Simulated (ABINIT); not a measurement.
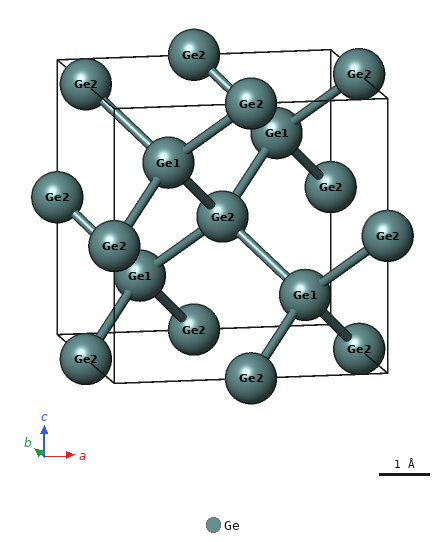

**Figure 1.** The structure as given in the input (ball-and-stick view of the cell 4 times as large as that of the calculation, set on its symmetry axes, seen at an oblique angle; atoms are numbered from 1 in the order of the input). An atom can appear more than once, as a periodic image. Near neighbours in the periodic cell (some may lie outside the picture): Ge has 4 Ge at 2.46 Å.

## Phonon bands calculation of Ge (part 1 of 3)

- system: Ge (2 atoms in the cell)
- method: Kohn-Sham DFT of a periodic cell, PBEsol, PseudoDojo NC SR PBEsol v0.4.1 standard, no spin polarisation (ABINIT 10.8.3)

The structure derives from an entry of the Crystallography Open Database.

### The input
```
ndtset 4

pp_dirpath "./"
pseudos "Ge.upf"

acell 7.589573049 7.589573049 7.589573049
rprim
     0.0000000000     0.7071067812     0.7071067812
     0.7071067812     0.0000000000     0.7071067812
     0.7071067812     0.7071067812     0.0000000000
ntypat 1
znucl 32
natom 2
typat 1 1
chkprim 0
chksymtnons 0
tolsym 1.0e-6
xred
            3/4            3/4            3/4
            1/2            1/2            1/2

ecut 1061.244064 eV
ecutsm 0.5

ngkpt 4 4 4
nshiftk 4
shiftk
     0.5000000000     0.5000000000     0.5000000000
     0.5000000000     0.0000000000     0.0000000000
     0.0000000000     0.5000000000     0.0000000000
     0.0000000000     0.0000000000     0.5000000000

ixc -116133

nband 22
occopt 3
tsmear 0.05 eV

nstep 80

prteig 0
prtebands 0
prtwf 0
prtden 0
prtpot 0

kptopt1 1
tolvrs1 1.0e-15
prtwf1 1
tolwfr1 1.0e-14
nbdbuf1 4
nline1 6

rfphon2 1
rfatpol2 1 2
rfdir2 1 1 1
getwfk2 1
kptopt2 2
nqpt2 1
qpt2 0.0 0.0 0.0
tolvrs2 1.0e-8

rfphon3 1
rfatpol3 1 2
rfdir3 1 1 1
getwfk3 1
kptopt3 3
nqpt3 1
qpt3 1/2 0.0 0.0
tolvrs3 1.0e-8

rfphon4 1
rfatpol4 1 2
rfdir4 1 1 1
getwfk4 1
kptopt4 3
nqpt4 1
qpt4 1/2 1/2 0.0
tolvrs4 1.0e-8
```

### File mrgddb.in
```
merged_DDB
Ge
4
runo_DS1_DDB
runo_DS2_DDB
runo_DS3_DDB
runo_DS4_DDB
```

### File anaddb.abi
```
ddb_filepath "merged_DDB"
output_file "anaddb.abo"
outdata_prefix "ana"
asr 1
chneut 0
dipdip 0
dieflag 0
enunit 0
ifcflag 1
brav 1
ngqpt 2 2 2
nqshft 1
q1shft 0.0 0.0 0.0
nqpath 10
ndivsm 6
qpath
     0.0000000000     0.0000000000     0.0000000000
     0.5000000000     0.0000000000     0.5000000000
     0.5000000000     0.2500000000     0.7500000000
     0.3750000000     0.3750000000     0.7500000000
     0.0000000000     0.0000000000     0.0000000000
     0.5000000000     0.5000000000     0.5000000000
     0.6250000000     0.2500000000     0.6250000000
     0.5000000000     0.2500000000     0.7500000000
     0.5000000000     0.5000000000     0.5000000000
     0.3750000000     0.3750000000     0.7500000000
prtdos 2
ng2qpt 20 20 20
dosdeltae 2.0e-5
```

Hardware: 4 threads of AMD EPYC (Zen 5), 16 GiB of memory available, shared host.

Launch command:
```bash
mpirun --bind-to none -np 4 abinit run.abi > log 2>&1
mrgddb < mrgddb.in > mrgddb.log 2>&1
anaddb anaddb.abi > anaddb.log 2>&1
```

### What the program printed
```
.Version 10.8.3 of ABINIT
 DATASET    1 : space group Fd -3 m (#227); Bravais cF (face-center cubic)
================================================================================
 Values of the parameters that define the memory need for DATASET  1.
     intxc =       0    ionmov =       0      iscf =       7    lmnmax =       6
     lnmax =       6     mgfft =      45  mpssoang =       3    mqgrid =    3001
     natom =       2  nloc_mem =       1    nspden =       1   nspinor =       1
    nsppol =       1      nsym =      48    n1xccc =    2501    ntypat =       1
    occopt =       3   xclevel =       2
       mpw =        3605          nfft =       91125          nkpt =          10
================================================================================
================================================================================

 DATASET    2 : space group Fd -3 m (#227); Bravais cF (face-center cubic)
================================================================================
 Values of the parameters that define the memory need for DATASET  2 (RF).
     intxc =       0      iscf =       7    lmnmax =       6     lnmax =       6
     mgfft =      45  mpssoang =       3    mqgrid =    3001     natom =       2
  nloc_mem =       1    nspden =       1   nspinor =       1    nsppol =       1
      nsym =      48    n1xccc =    2501    ntypat =       1    occopt =       3
   xclevel =       2
      nfft =       91125          nkpt =         128
================================================================================
================================================================================

 DATASET    3 : space group Fd -3 m (#227); Bravais cF (face-center cubic)
================================================================================
 Values of the parameters that define the memory need for DATASET  3 (RF).
     intxc =       0      iscf =       7    lmnmax =       6     lnmax =       6
     mgfft =      45  mpssoang =       3    mqgrid =    3001     natom =       2
  nloc_mem =       1    nspden =       1   nspinor =       1    nsppol =       1
      nsym =      48    n1xccc =    2501    ntypat =       1    occopt =       3
   xclevel =       2
      nfft =       91125          nkpt =         256
================================================================================
================================================================================

 DATASET    4 : space group Fd -3 m (#227); Bravais cF (face-center cubic)
================================================================================
 Values of the parameters that define the memory need for DATASET  4 (RF).
     intxc =       0      iscf =       7    lmnmax =       6     lnmax =       6
     mgfft =      45  mpssoang =       3    mqgrid =    3001     natom =       2
  nloc_mem =       1    nspden =       1   nspinor =       1    nsppol =       1
      nsym =      48    n1xccc =    2501    ntypat =       1    occopt =       3
   xclevel =       2
      nfft =       91125          nkpt =         256
================================================================================
================================================================================

--------------------------------------------------------------------------------
------------- Echo of variables that govern the present computation ------------
--------------------------------------------------------------------------------
 -outvars: echo values of preprocessed input variables --------
            acell      7.5895730490E+00  7.5895730490E+00  7.5895730490E+00 Bohr
              amu      7.26100000E+01
          chkprim           0
      chksymtnons           0
             ecut      3.90000000E+01 Hartree
           ecutsm      5.00000000E-01 Hartree
           getwfk1          0
           getwfk2          1
           getwfk3          1
           getwfk4          1
              ixc     -116133
           jdtset        1    2    3    4
                       outvar_i_n : Printing only first  50 k-points.
           kptopt1          1
           kptopt2          2
           kptopt3          3
           kptopt4          3
         kptrlatt        4   -4    4     -4    4    4     -4   -4    4
          kptrlen      4.29331086E+01
            natom           2
            nband1         22
            nband2         22
            nband3         22
            nband4         22
           nbdbuf1          4
           nbdbuf2          2
           nbdbuf3          2
           nbdbuf4          2
           ndtset           4
            ngfft          45      45      45
             nkpt1         10
             nkpt2        128
             nkpt3        256
             nkpt4        256
            nline1          6
            nline2          4
            nline3          4
            nline4          4
             nqpt1          0
             nqpt2          1
             nqpt3          1
             nqpt4          1
            nstep          80
             nsym          48
           ntypat           1
                       prtocc : prtvol=0, do not print more k-points.
                       prtocc : prtvol=0, do not print more k-points.
                       prtocc : prtvol=0, do not print more k-points.
           occopt           3
        optdriver1          0
        optdriver2          1
        optdriver3          1
        optdriver4          1
           prtden           0
        prtebands           0
           prteig           0
            prtwf1          1
            prtwf2          0
            prtwf3          0
            prtwf4          0
              qpt1     0.00000000E+00  0.00000000E+00  0.00000000E+00
              qpt2     0.00000000E+00  0.00000000E+00  0.00000000E+00
              qpt3     5.00000000E-01  0.00000000E+00  0.00000000E+00
              qpt4     5.00000000E-01  5.00000000E-01  0.00000000E+00
           rfphon1          0
           rfphon2          1
           rfphon3          1
           rfphon4          1
            rprim      0.0000000000E+00  7.0710678120E-01  7.0710678120E-01
                       7.0710678120E-01  0.0000000000E+00  7.0710678120E-01
                       7.0710678120E-01  7.0710678120E-01  0.0000000000E+00
           shiftk      5.00000000E-01  5.00000000E-01  5.00000000E-01
          spgroup         227
           tolsym      1.00000000E-06
           tolvrs1     1.00000000E-15
           tolvrs2     1.00000000E-08
           tolvrs3     1.00000000E-08
           tolvrs4     1.00000000E-08
           tolwfr1     1.00000000E-14
           tolwfr2     0.00000000E+00
           tolwfr3     0.00000000E+00
           tolwfr4     0.00000000E+00
           tsmear      1.83746611E-03 Hartree
            typat      1  1
                       outvars : Printing only first  50 k-points.
           xangst      4.2598542422E+00  4.2598542422E+00  4.2598542422E+00
                       2.8399028281E+00  2.8399028281E+00  2.8399028281E+00
            xcart      8.0499578540E+00  8.0499578540E+00  8.0499578540E+00
                       5.3666385694E+00  5.3666385694E+00  5.3666385694E+00
             xred      7.5000000000E-01  7.5000000000E-01  7.5000000000E-01
                       5.0000000000E-01  5.0000000000E-01  5.0000000000E-01
            znucl       32.00000

================================================================================

 chkinp: Checking input parameters for consistency, jdtset=   1.

 chkinp: Checking input parameters for consistency, jdtset=   2.

 chkinp: Checking input parameters for consistency, jdtset=   3.

 chkinp: Checking input parameters for consistency, jdtset=   4.

================================================================================
== DATASET  1 ==================================================================

--- !DatasetInfo
iteration_state: {dtset: 1, }
dimensions: {natom: 2, nkpt: 10, mband: 22, nsppol: 1, nspinor: 1, nspden: 1, mpw: 3605, }
cutoff_energies: {ecut:  39.0, pawecutdg:  -1.0, }
electrons: {nelect:   2.80000000E+01, charge:   0.00000000E+00, occopt:   3.00000000E+00, tsmear:   1.83746611E-03, }
meta: {optdriver: 0, ionmov: 0, optcell: 0, iscf: 7, paral_kgb: 0, }
...

 Real(R)+Recip(G) space primitive vectors, cartesian coordinates (Bohr,Bohr^-1):
 R(1)=  0.0000000  5.3666386  5.3666386  G(1)= -0.0931682  0.0931682  0.0931682
 R(2)=  5.3666386  0.0000000  5.3666386  G(2)=  0.0931682 -0.0931682  0.0931682
 R(3)=  5.3666386  5.3666386  0.0000000  G(3)=  0.0931682  0.0931682 -0.0931682
 Unit cell volume ucvol=  3.0912707E+02 bohr^3
 Angles (23,13,12)=  6.00000000E+01  6.00000000E+01  6.00000000E+01 degrees

 getcut: wavevector=  0.0000  0.0000  0.0000  ngfft=  45  45  45
         ecut(hartree)=     39.000   => boxcut(ratio)=   2.06223

--- Pseudopotential description ------------------------------------------------
- pspini: atom type   1  psp file is ./Ge.upf
  32.00000  14.00000  180301                  znucl, zion, pspdat
12 -116133 2 -1 1560                          pspcod,pspxc,lmax,lloc,mmax
     nproj     2     2     2

   1.72858076E+03                                ecore*ucvol(ha*bohr**3)
--------------------------------------------------------------------------------

================================================================================

--- !BeginCycle
iteration_state: {dtset: 1, }
solver: {iscf: 7, nstep: 80, nline: 6, wfoptalg: 0, }
tolerances: {tolwfr: 1.00E-14, tolvrs: 1.00E-15, }
...

     iter   Etot(hartree)      deltaE(h)  residm     vres2
 ETOT  1  -178.36149029967    -1.784E+02 4.656E-02 6.754E+00
 ETOT  2  -178.40303004461    -4.154E-02 9.705E-08 9.483E-01
 ETOT  3  -178.40311292371    -8.288E-05 1.893E-06 3.480E-02
 ETOT  4  -178.40311831143    -5.388E-06 8.756E-08 1.960E-03
 ETOT  5  -178.40311838438    -7.295E-08 5.135E-09 1.117E-04
 ETOT  6  -178.40311838993    -5.553E-09 5.266E-10 7.538E-07
 ETOT  7  -178.40311838998    -5.463E-11 8.807E-13 5.409E-09
 ETOT  8  -178.40311838998    -1.137E-13 9.591E-15 6.653E-11
 ETOT  9  -178.40311838999    -3.809E-12 9.995E-15 4.301E-12
 ETOT 10  -178.40311838998     2.785E-12 8.544E-15 5.564E-13
 ETOT 11  -178.40311838998     6.594E-12 8.174E-15 2.812E-14
 ETOT 12  -178.40311838998    -6.310E-12 8.181E-15 1.060E-16

 At SCF step   12  max residual=  8.18E-15 < tolwfr=  1.00E-14 AND vres2   =  1.06E-16 < tolvrs=  1.00E-15 =>converged.

 Cartesian components of stress tensor (hartree/bohr^3)
  sigma(1 1)=  7.08991143E-06  sigma(3 2)=  0.00000000E+00
  sigma(2 2)=  7.08991143E-06  sigma(3 1)=  0.00000000E+00
  sigma(3 3)=  7.08991143E-06  sigma(2 1)=  0.00000000E+00
```
